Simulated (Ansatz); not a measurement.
A series of calculations on AlN

## 1. Relaxation

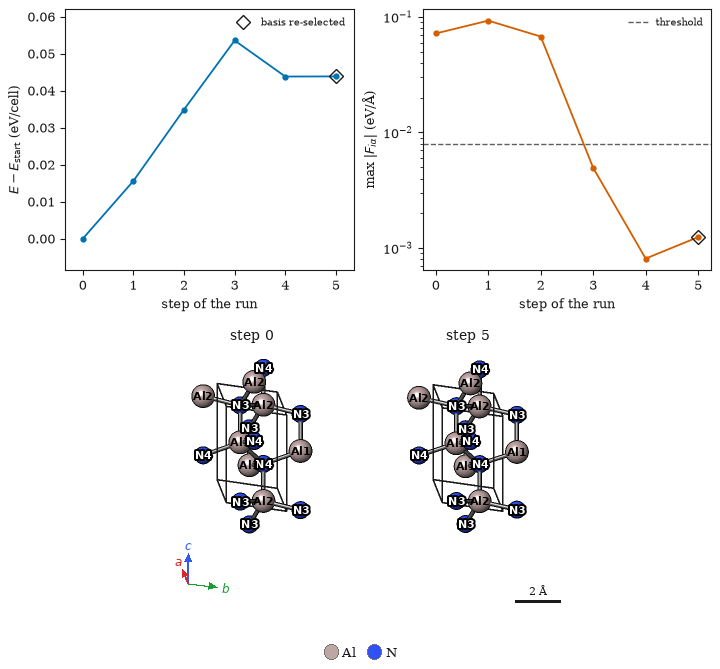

First and last geometry of a relaxation of crystalline AlN (set up in P6_3mc), with the history of the run. The picture is a ball-and-stick view of the cell of the calculation, seen from a free direction.

Case: relaxed at 60 GPa.

Method: Ansatz 0.2.0, DFT r2SCAN, scalar-relativistic, plane waves, PAW. Set-up: plane-wave cutoff 500 eV; k-point mesh 12 × 12 × 6; occupations gaussian; smearing width 0.02 eV; target pressure 60 GPa; no spin polarisation; cell and atoms relaxed; force threshold 0.008 eV/Å; at most 50 steps.

### What do the curves and the structures tell?

It converged. The largest moves relative to the cell, 0.015 Å, are those of Al1, Al2, N3 and N4. N3 goes along +c. By element the largest moves are N 0.015 Å, Al 0.015 Å. The drawn cell changes as follows: a = b 2.921 → 2.937 Å (+0.5 %), c 4.632 → 4.565 Å (−1.5 %); the volume changes by −0.4 %. The space group stays P6_3mc (No. 186). Over 4 accepted moves (5 points after the start) the energy rises by 43.9 meV per cell of the calculation. With the target pressure of 60 GPa, the enthalpy E + pV changes by −5.3 meV per cell of the calculation. Largest force component: 0.072 eV/Å at the start, 0.0012 eV/Å at the end. The pressure goes from 59.22 to 60.00 GPa. At 1 point the geometry stayed and the basis and grid were re-selected for the new cell (energy shift of less than 0.05 meV per cell of the calculation at most each time). The run took 43 s on 1 thread of Arm Neoverse V2, with other jobs on the host, peak memory 0.43 GiB.

## 2. Relaxation

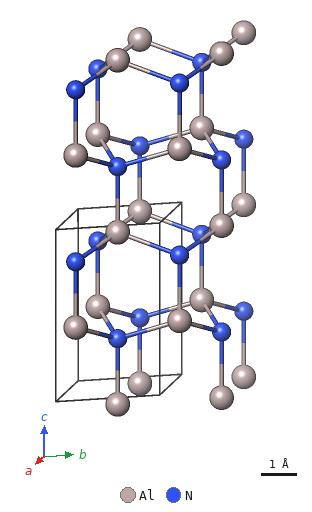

This is the input geometry for a relaxation of a crystal of AlN (set up in P6_3mc). Style: ball-and-stick. Shown: the cell of the calculation, repeated 2 × 2 × 2 with one cell outlined, slightly off an axis.

Case: relaxed at -3 GPa.

Method: Ansatz 0.2.0, DFT r2SCAN, scalar-relativistic, plane waves, PAW.

Input
```yaml
crystal:
  lattice:
    - [3.1361733643, 0.0, 0.0]
    - [-1.5680866821, 2.7160058041, 0.0]
    - [0.0, 0.0, 5.025810593]
  atoms:
    - { symbol: Al, position: [0.6666666667, 0.3333333333, 0.4992049919] }
    - { symbol: Al, position: [0.3333333333, 0.6666666667, 0.9992049919] }
    - { symbol: "N", position: [0.6666666667, 0.3333333333, 0.8807950081] }
    - { symbol: "N", position: [0.3333333333, 0.6666666667, 0.3807950081] }
basis:
  ecutwfc: 500
kpoints:
  mp_grid: { grid: [12, 12, 6] }
hamiltonian:
  xc: r2scan
scf:
  occupations: { method: gaussian, width: 0.02 }
output:
  forces: true
  stress: true
  eigenvalues: true
relax:
  adjacent_minimum: "off"
  f_tol: 0.008
  max_steps: 50
  cell: { stress_tol: 0.08, p_target: -3.0 }
```

Command:
```bash
ansatz run input.yaml --threads 1 --pin off --max-ram 2560MiB --backend cpu --events-out ev --progress --plain --runs-dir out
```

Q: Where does the relaxation end?

A: Over 2 accepted moves (3 points after the start) the energy falls by 4.0 meV per atom. With the target pressure of -3 GPa, the enthalpy E + pV changes by −1.2 meV per atom. Largest force component: 0.01 eV/Å at the start, 0.0023 eV/Å at the end. The pressure goes from −5.66 to −2.98 GPa. At 1 point the geometry stayed and the basis and grid were re-selected for the new cell (energy shift of less than 0.05 meV per atom at most each time). The atoms keep their places relative to the cell (all moves are under 0.005 Å). Cell: a = b 3.136 → 3.121 Å (−0.5 %), c 5.026 → 5.006 Å (−0.4 %). Volume −1.4 %. Among the contacts that change: Al1–N3 1.918 → 1.909 Å, Al1–N4 1.906 → 1.897 Å. The space group stays P6_3mc (No. 186). The run took 31 s on 1 thread of Arm Neoverse V2, with other jobs on the host, peak memory 0.45 GiB.

## 3. Series

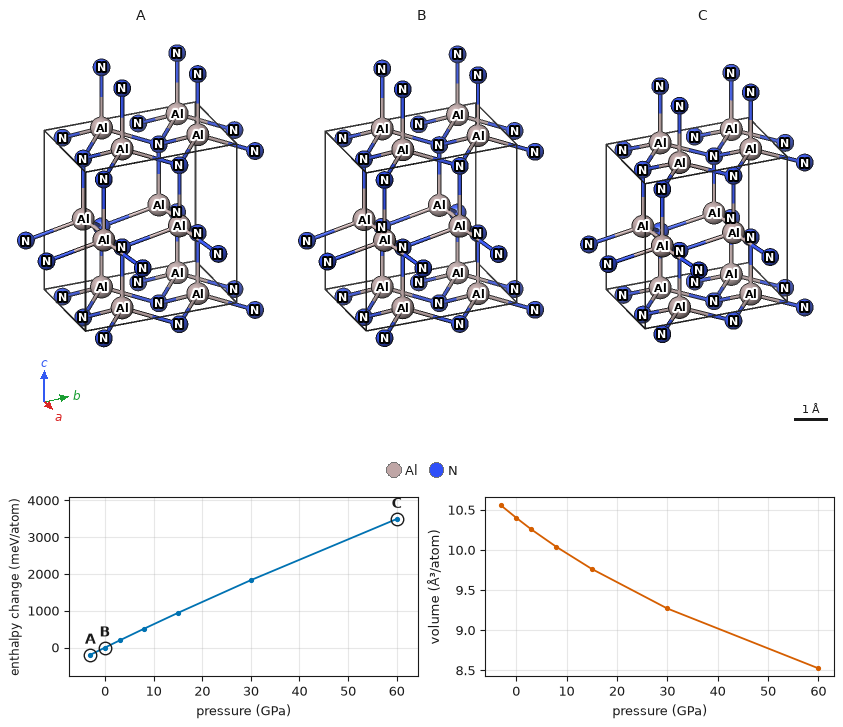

Members of a series of calculations on solid AlN (set up in P6_3mc), marked on the first curve. A ball-and-stick model of the cell of the calculation, repeated to show the pattern, seen slightly off an axis.

Theory: DFT r2SCAN, scalar-relativistic, plane waves, PAW (Ansatz). Settings: plane-wave cutoff 500 eV; k-point mesh 12 × 12 × 6; occupations gaussian; smearing width 0.02 eV; no spin polarisation.

How does the crystal respond to pressure?

Answer. The structure is relaxed at several pressures. A (pressure −3.0 GPa): enthalpy change −196 meV/atom, volume 10.56 Å³ per atom. B (pressure 0.0 GPa): enthalpy change 0.0 meV/atom, volume 10.40 Å³ per atom. C (pressure 60.0 GPa): enthalpy change 3495 meV/atom, volume 8.53 Å³ per atom. The rest compares A with C. The drawn cell changes as follows: a = b 6.242 → 5.875 Å (−5.9 %), c 5.006 → 4.565 Å (−8.8 %); the volume changes by −19.2 %. Near-neighbour distances before and after: Al–N 1.900 → 1.767 to 1.786 Å.
